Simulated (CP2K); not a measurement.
## CdS: 6 runs along one coordinate

System: CdS (Fm-3m, 2 atoms in the cell).
Method: Kohn-Sham DFT of a periodic cell, r2SCAN, GTH-SCAN with UZH-TZVP basis, no spin polarisation (CP2K 2026.2).

The 6 runs differ only in the geometry, by an even scaling of the cell at fixed fractional positions. The structure derives from a Materials Project entry.

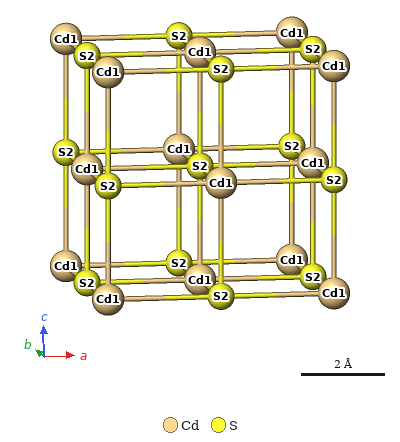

Figure 1. The structure of run 4 (ball-and-stick view of the cell 4 times as large as that of the calculation, set on its symmetry axes, seen slightly off an axis; atoms are numbered from 1 in the order of the input).

**Input of run 4**
```
&GLOBAL
  PROJECT cds_eos
  RUN_TYPE ENERGY_FORCE
  PRINT_LEVEL LOW
&END GLOBAL
&FORCE_EVAL
  METHOD QS
  STRESS_TENSOR ANALYTICAL
  &DFT
    BASIS_SET_FILE_NAME BASIS_MOLOPT_UZH
    POTENTIAL_FILE_NAME POTENTIAL_UZH
    WFN_RESTART_FILE_NAME previous-RESTART.kp
    &MGRID
      CUTOFF 675
      REL_CUTOFF 60
      NGRIDS 5
    &END MGRID
    &QS
      METHOD GPW
      EPS_DEFAULT 1.0E-9
    &END QS
    &KPOINTS
      SCHEME MONKHORST-PACK 8 8 8
      GAMMA_CENTERED T
      SYMMETRY T
      SYMMETRY_BACKEND SPGLIB
    &END KPOINTS
    &SCF
      SCF_GUESS RESTART
      EPS_SCF 1.0E-6
      MAX_SCF 100
      ADDED_MOS 10
      CHOLESKY OFF
      EPS_EIGVAL 1.0E-7
      &DIAGONALIZATION ON
        ALGORITHM STANDARD
      &END DIAGONALIZATION
      &MIXING ON
        METHOD BROYDEN_MIXING
        ALPHA 0.4
        BETA 1.5
        NBUFFER 8
      &END MIXING
      &SMEAR ON
        METHOD FERMI_DIRAC
        ELECTRONIC_TEMPERATURE 116.05
      &END SMEAR
    &END SCF
    &XC
      &XC_FUNCTIONAL
        &MGGA_X_R2SCAN
        &END MGGA_X_R2SCAN
        &MGGA_C_R2SCAN
        &END MGGA_C_R2SCAN
      &END XC_FUNCTIONAL
    &END XC
    &PRINT
      &KPOINTS ON
      &END KPOINTS
      &MULLIKEN ON
      &END MULLIKEN
      &MO ON
        ENERGIES T
        OCCUPATION_NUMBERS T
        &EACH
          QS_SCF 0
        &END EACH
        ADD_LAST NUMERIC
      &END MO
    &END PRINT
  &END DFT
  &SUBSYS
    &CELL
      A 3.9194616840 0.0000000000 0.0000000000
      B 1.9597308420 3.3943533875 0.0000000000
      C 1.9597308420 1.1314511291 3.2002270641
      PERIODIC XYZ
    &END CELL
    &COORD
      Cd  0.0000000000 0.0000000000 0.0000000000
      S   3.9194616840 2.2629022583 1.6001135320
    &END COORD
    &KIND Cd
      BASIS_SET TZVP-MOLOPT-SCAN-GTH-q12
      POTENTIAL GTH-SCAN-q12
    &END KIND
    &KIND S
      BASIS_SET TZVP-MOLOPT-SCAN-GTH-q6
      POTENTIAL GTH-SCAN-q6
    &END KIND
    &PRINT
      &ATOMIC_COORDINATES ON
      &END ATOMIC_COORDINATES
      &CELL ON
      &END CELL
      &SYMMETRY ON
      &END SYMMETRY
    &END PRINT
  &END SUBSYS
  &PRINT
    &FORCES ON
    &END FORCES
    &STRESS_TENSOR ON
    &END STRESS_TENSOR
  &END PRINT
&END FORCE_EVAL
```

Command:
```bash
OMP_NUM_THREADS=1 cp2k.psmp -i cds_eos.inp -o cds_eos.out
```

Run 2 differs from it as follows:
```diff
-      A 3.9194616840 0.0000000000 0.0000000000
-      B 1.9597308420 3.3943533875 0.0000000000
-      C 1.9597308420 1.1314511291 3.2002270641
+      A 3.8410513246 0.0000000000 0.0000000000
+      B 1.9205256624 3.3264480244 0.0000000000
+      C 1.9205256624 1.1088160081 3.1362052738
-      S   3.9194616840 2.2629022583 1.6001135320
+      S   3.8410513247 2.2176320163 1.5681026369
```

**Results, with one run withheld**

```csv
run,volume per atom (Å³),"free energy per atom, from the lowest run given (meV)",pressure (GPa),gap on the mesh (eV)
1,19.618,9.20,3.42,0.67
2,20.036,?,?,?
3,20.453,0.00,−0.29,0.67
4,21.288,9.65,−3.30,0.67
5,21.705,19.93,−4.56,0.67
6,22.123,33.30,−5.68,0.66
```

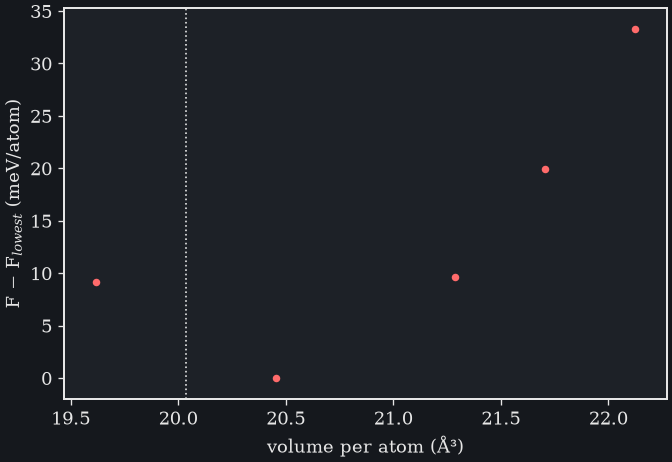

Figure 2. Free energy per atom of the runs given; the dotted line marks run 2.

Estimate the energy of run 2 from the others.

A cubic polynomial in V^(−2/3) (the Birch–Murnaghan form), fitted to the 5 runs given, misses them by at most 0.02 meV per atom. With x = V^(−2/3) − 0.13136 Å⁻², it reads F = 4.5729 − 3548.5 x + 6.6975e+05 x² + 5.5565e+06 x³ (meV per atom). At run 2 it gives 1.89 meV per atom, and the run itself gives 1.54. The slope of the fit gives a pressure −dF/dV of 1.71 GPa there, and the run prints 1.50 GPa. Energies and printed pressures part between runs 1 and 2: the energies differ there by 1.3 meV per atom from what the pressures give, and by at most 0.1 in the other intervals. A smooth fit can't follow such a step, as when the grid or the electronic state changes between two volumes. The fit has its minimum at 20.403 Å³ per atom, where V d²F/dV² gives 89.2 GPa: the bulk modulus at this level, since symmetry fixes the shape and the positions.

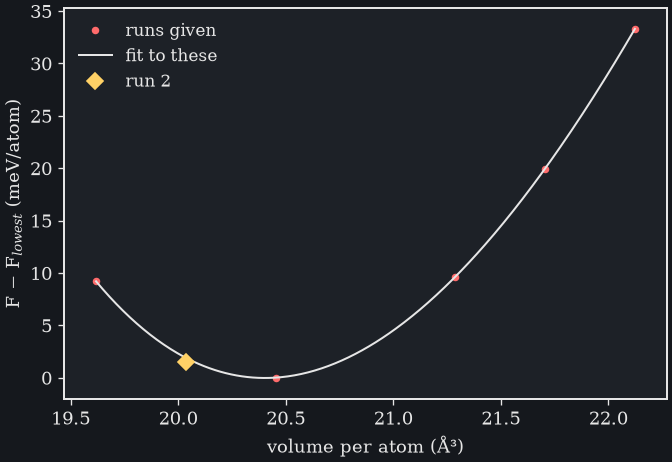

Figure 3. The fit and the withheld run.

**Some lines of the output (run 2)**
```
[...]
 MO| Band gap:            0.156955 a.u.          4.270951 eV
 MO| Band gap:            0.188234 a.u.          5.122100 eV
 MO| Band gap:            0.166138 a.u.          4.520843 eV
 MO| Band gap:            0.131256 a.u.          3.571656 eV
 MO| Band gap:            0.130751 a.u.          3.557921 eV
 MO| Band gap:            0.149127 a.u.          4.057949 eV
 MO| Band gap:            0.167525 a.u.          4.558594 eV
 MO| Band gap:            0.179122 a.u.          4.874163 eV
 MO| Band gap:            0.176981 a.u.          4.815887 eV
 MO| Band gap:            0.180574 a.u.          4.913681 eV
 MO| Band gap:            0.163057 a.u.          4.437020 eV
 MO| Band gap:            0.195735 a.u.          5.326230 eV
 MO| Band gap:            0.202513 a.u.          5.510657 eV
 MO| Band gap:            0.186765 a.u.          5.082145 eV
```
